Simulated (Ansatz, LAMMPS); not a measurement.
# Elastic response of glassy 84SiO2-16BaO (mol %) (71 atoms): runs compared

How stiff is glassy 84SiO2-16BaO (mol %) (71 atoms), and how do its levels respond to strain?

Computed with Ansatz 0.2.0: Kohn-Sham DFT, PBE, PAW (set soft_1), plane waves.

## (1) The cell as built

The cell holds 71 atoms: 21 Si, 4 Ba and 46 O. Cell: a = 9.980 Å, b = 9.980 Å, c = 9.980 Å, α = 90.0°, β = 90.0°, γ = 90.0°. 71 atoms (21 Si, 4 Ba, 46 O) placed at random at 2.83 g/cm³, melted at 4000 K for 10 ps at fixed volume with the Morse and Coulomb pair potential with partial charges (Pedone, Malavasi, Menziani, Cormack and Segre, J. Phys. Chem. B 110, 11780 (2006)). Quenched from 4000 K to 300 K at 200 K/ps and fixed volume, held 10 ps at zero pressure, then minimised at fixed cell.

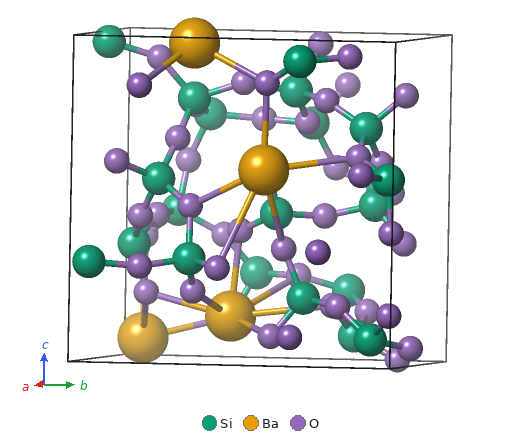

The cell as built. Bonds to atoms that aren't drawn are left out.

What the set-up can't give: The quench rate of 200 K/ps far exceeds what a furnace or splat quench reaches, so expect more defects and frozen-in strain than in a real sample. The starting topology of bonds comes from the classical model, and needn't be the one that DFT or experiment would give. Only the Γ point is sampled. The levels lack spin–orbit coupling, which is large for the heavy elements here.

## (2) The reference run

The reference is a single point at the end of the relaxation.

Every strained cell starts from the geometry of this run, and its atoms are relaxed with the cell held.

Its input, with most atom lines left out:

```yaml
crystal:
  lattice:
    - [10.04577, 0.01502, 0.1568]
    - [0.01502, 10.03704, -0.06104]
    - [0.1568, -0.06104, 9.91808]
  atoms:
    - { symbol: Si, position: [0.76059, 0.93641, 0.55192] }
    - { symbol: Si, position: [0.08746, 0.58689, 0.72267] }
    - { symbol: Si, position: [0.31174, 0.83042, 0.48439] }
    - { symbol: Si, position: [0.59215, 0.18754, 0.54568] }
    - { symbol: Si, position: [0.87459, 0.04186, 0.31048] }
    - { symbol: Si, position: [0.89265, 0.69211, 0.93266] }
    - { symbol: Si, position: [0.36825, 0.08727, 0.35622] }
    [... atom lines 8 to 71 left out ...]
kpoints:
  mp_grid: { grid: [1, 1, 1] }
hamiltonian:
  xc: pbe
  pseudopotentials: { kind: paw, azcp: { folder: soft_1 } }
scf:
  occupations: { method: fixed }
output:
  forces: true
  stress: true
  populations: true
  dos:
    method: { smearing: { sigma: 0.08 } }
    de: 0.1
    projected: { site_lists: { Ba: [Ba], O: [O], Si: [Si] } }
  eigenvalues: true
  write_density: true
  write_potential: true
  volumetric_format: npy
```

```
free energy per atom   : -892.0226 eV/atom
r.m.s. force component : 0.00338 eV/Å
pressure               : -0.01573 GPa
```

Filled and empty levels are parted by 3.43 eV (at Γ alone); a semilocal functional tends to put such gaps too low. In a disordered cell it changes from sample to sample, and tail or defect levels can set it.

## (3) The runs

Each row is one run, on 4 threads of Intel Xeon Platinum 8375C at 2.90GHz (Ice Lake), shared host. The free energy is the program's total, comparable only between runs with the same functional, potentials and atoms.

| run | atoms | outcome | ionic steps, all passes | free energy (eV) | time | host memory (GiB) |
| --- | --- | --- | --- | --- | --- | --- |
| Single point at the start | 71 | converged | - | -63328.772 | 6.5 s | 1.2 |
| Cell and atoms relaxed | 71 | converged | 21 | -63333.606 | 80 s | 1.2 |
| Single point at the relaxed geometry | 71 | converged | - | -63333.606 | 9 s | 1.3 |
| Volume -3 % | 71 | converged | 9 | -63333.450 | 44 s | 1.3 |
| Volume +3 % | 71 | converged | 8 | -63333.452 | 43 s | 1.3 |
| Volume -6 % | 71 | converged | 10 | -63332.954 | 51 s | 1.3 |
| Volume +6 % | 71 | converged | 10 | -63333.036 | 55 s | 1.4 |
| Volume -10 % | 71 | converged | 10 | -63331.692 | 56 s | 1.3 |
| Stretched by 1 % along x | 71 | converged | 7 | -63333.572 | 43 s | 1.3 |
| Compressed by 1 % along x | 71 | converged | 6 | -63333.572 | 34 s | 1.3 |
| Sheared by 2 % in xy | 71 | converged | 5 | -63333.558 | 28 s | 1.3 |

In some runs the program notes that the SCF threshold is loose for the stress.

## (4) Pressure against volume

Atoms are relaxed at each volume, in the scaled cell.

| volume change (%) | volume (Å³/atom) | energy change (meV/atom) | pressure (GPa) | largest move on relaxing (Å) | bonds | gap (eV) |
| --- | --- | --- | --- | --- | --- | --- |
| -10 | 12.673 | 26.97 | 6.55 | 0.39 | 116 | 3.71 |
| -6 | 13.236 | 9.18 | 3.65 | 0.23 | 115 | 3.61 |
| -3 | 13.659 | 2.21 | 1.72 | 0.11 | 112 | 3.52 |
| +0 | 14.081 | 0.00 | -0.02 | - | 110 | 3.43 |
| +3 | 14.503 | 2.18 | -1.56 | 0.11 | 110 | 3.34 |
| +6 | 14.926 | 8.03 | -2.91 | 0.20 | 110 | 3.23 |

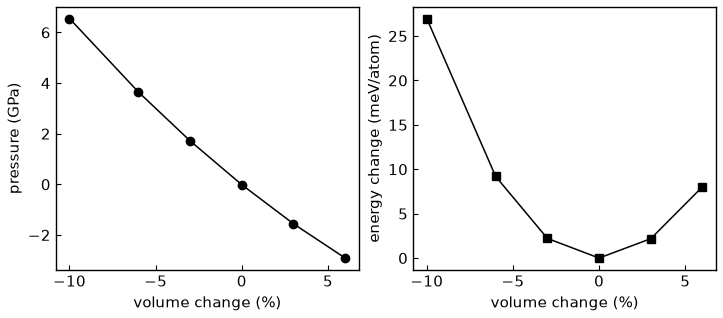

Pressure and energy against volume.

## (5) Uniaxial strain and shear

Stress (GPa, compression positive) less that of the relaxed cell, atoms relaxed:

| strain | xx | yy | zz | xy | energy change (meV/atom) |
| --- | --- | --- | --- | --- | --- |
| stretched by 1 % along x | -1.059 | -0.300 | -0.278 | 0.033 | 0.48 |
| compressed by 1 % along x | 1.126 | 0.329 | 0.292 | -0.038 | 0.48 |
| sheared by 2 % in xy | 0.070 | 0.075 | -0.015 | -0.757 | 0.69 |

## (6) Findings

The bulk modulus, from the slope of pressure against ln V over the three points nearest the relaxed volume, is 54.6 GPa; a quadratic over all points gives a pressure derivative of about 2.8. The count of bonds runs from 110 to 116 over the series, so at some points contacts cross the cutoffs. The gap goes from 3.71 eV at the smallest volume to 3.23 eV at the largest, -2.9 eV per unit of ln V by a straight line, on the run's k-points. In the Cartesian axes of the cell, finite differences give C11 = 109, C12 = 31.5, C13 = 28.5 and C66 = 37.9 GPa (the shear of 2 % is the engineering strain, εxy = 0.01). The mean of C11, C12 and C13, which equals the bulk modulus in a cubic or isotropic solid, is 56.4 GPa: it agrees with the bulk modulus within 10 %. For an isotropic solid C66 would equal (C11 − C12)/2 = 38.9 GPa; so small a sample needn't be isotropic, and C66 rests on one shear. With the bulk modulus and C66 as K and G, Young's modulus would be about 92 GPa and Poisson's ratio 0.22.

**Limits.** Strains are finite and relaxations stop at the force tolerance of the input, which can leave moduli too stiff; they are those of a static cell at zero temperature. Volumes are changed with the cell's shape held, so in an anisotropic solid the modulus lies over the one under free hydrostatic load. The program notes that the SCF threshold of the relaxations is loose for the stress.

The DFT runs together took 7.5 min of wall time.

[Logs are printed without paths, hosts, clocks, repeated set-up lines and the standing remarks that a program may print on its own settings, such as how far it seeks lower states.]

[Hosts, paths, dates, database ids (printed as entryN), source tags and the programs' standing remarks are cut or masked in the printed files.]
